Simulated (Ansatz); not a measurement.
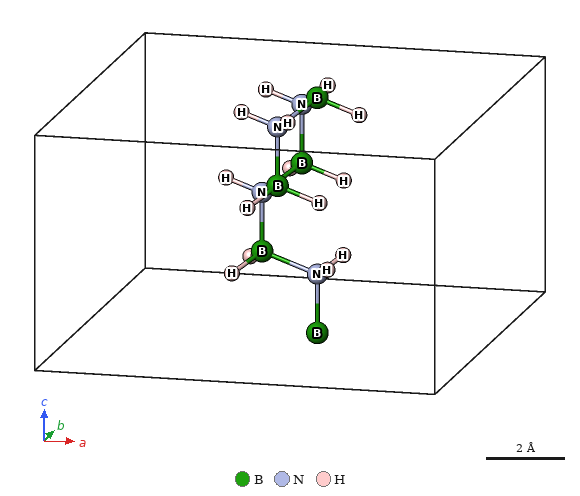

This is the input geometry for a relaxation of a wire of composition B2H7N2. Style: ball-and-stick. Shown: the cell of the calculation, with the vacuum cut short, slightly off an axis.

Case: wire along [1 1 1], 8 atoms a period, capped with H.

Theory: Ansatz, DFT PBE, scalar-relativistic, plane waves, PAW.

The input:
```yaml
crystal:
  lattice:
    - [12.6, 0.0, 0.0]
    - [0.0, 13.8, 0.0]
    - [0.0, 0.0, 6.2781594097]
  atoms:
    - { symbol: B, position: [0.5523610646, 0.5, 0.0] }
    - { symbol: "N", position: [0.5523610646, 0.5, 0.25] }
    - { symbol: B, position: [0.434918496, 0.5, 0.3333333333] }
    - { symbol: "N", position: [0.434918496, 0.5, 0.5833333333] }
    - { symbol: B, position: [0.4936397803, 0.5928640524, 0.6666666667] }
    - { symbol: "N", position: [0.4936397803, 0.5928640524, 0.9166666667] }
    - { symbol: B, position: [0.4936397803, 0.4071359476, 0.6666666667] }
    - { symbol: "N", position: [0.4936397803, 0.4071359476, 0.9166666667] }
    - { symbol: H, position: [0.6414041407, 0.5, 0.9368180002] }
    - { symbol: H, position: [0.5905223829, 0.4396502527, 0.3041559998] }
    - { symbol: H, position: [0.5905223829, 0.5603497473, 0.3041559998] }
    - { symbol: H, position: [0.3903969579, 0.4295919615, 0.2701513335] }
    - { symbol: H, position: [0.3903969579, 0.5704080385, 0.2701513335] }
    - { symbol: H, position: [0.3585958593, 0.5, 0.6374893332] }
    - { symbol: H, position: [0.4491182422, 0.6632720909, 0.6034846669] }
    - { symbol: H, position: [0.5826828564, 0.5928640524, 0.6034846669] }
    - { symbol: H, position: [0.5318010986, 0.6532137997, 0.9708226665] }
    - { symbol: H, position: [0.4173171436, 0.5928640524, 0.9708226665] }
    - { symbol: H, position: [0.4491182422, 0.3367279091, 0.6034846669] }
    - { symbol: H, position: [0.5826828564, 0.4071359476, 0.6034846669] }
    - { symbol: H, position: [0.5318010986, 0.3467862003, 0.9708226665] }
    - { symbol: H, position: [0.4173171436, 0.4071359476, 0.9708226665] }
basis:
  ecutwfc: 420
kpoints:
  mp_grid: { grid: [1, 1, 6] }
hamiltonian:
  xc: pbe
scf:
  occupations: { method: gaussian, width: 0.05 }
output:
  forces: true
  stress: true
  eigenvalues: true
  populations: true
  write_density: true
  write_potential: true
  elf: true
  volumetric_format: npy
relax:
  adjacent_minimum: "off"
  f_tol: 0.02
  max_steps: 45
  cell: { fix: [a, b, alpha, beta, gamma], stress_tol: 0.03 }
```

Launched with:
```bash
ansatz run input.yaml --threads 4 --pin off --max-ram 11264MiB --backend cpu --events-out ev --progress --plain --runs-dir out
```

**What does the optimiser find from here?**

Over 6 accepted moves (8 points after the start) the energy falls by 0.466 eV per cell of the calculation. The largest force component goes from 0.95 to 0.0088 eV/Å. At 2 points the geometry stayed and the basis and grid were re-selected for the new cell (energy shift of 16.5 meV per cell of the calculation at most each time). The largest moves relative to the centre of the atoms, 0.25 Å, are those of H15 and H19. By element the largest moves are H 0.25 Å, N 0.12 Å, B 0.09 Å. Along the periodic axis the drawn cell goes c 6.278 → 6.448 Å (+2.7 %). Some distances before and after: B5–N6 1.570 → 1.611 Å, B3–H12 1.190 → 1.223 Å, N2–B3 1.570 → 1.598 Å, B1–H9 1.190 → 1.212 Å. Bond angles that change, for instance: B1–N2–B3 109.5° → 117.9°, B1–N6–B5 109.5° → 116.9°, B3–N4–H14 109.5° → 102.5°. The run took 97 s on 4 threads of Arm Neoverse V1, with other jobs on the host, peak memory 1.3 GiB.

After the run, drawn alike:

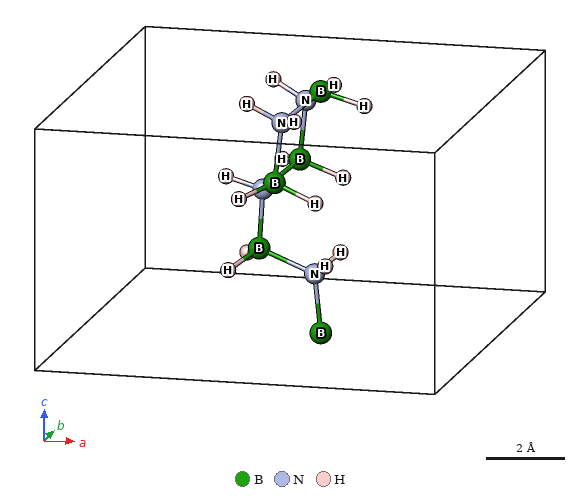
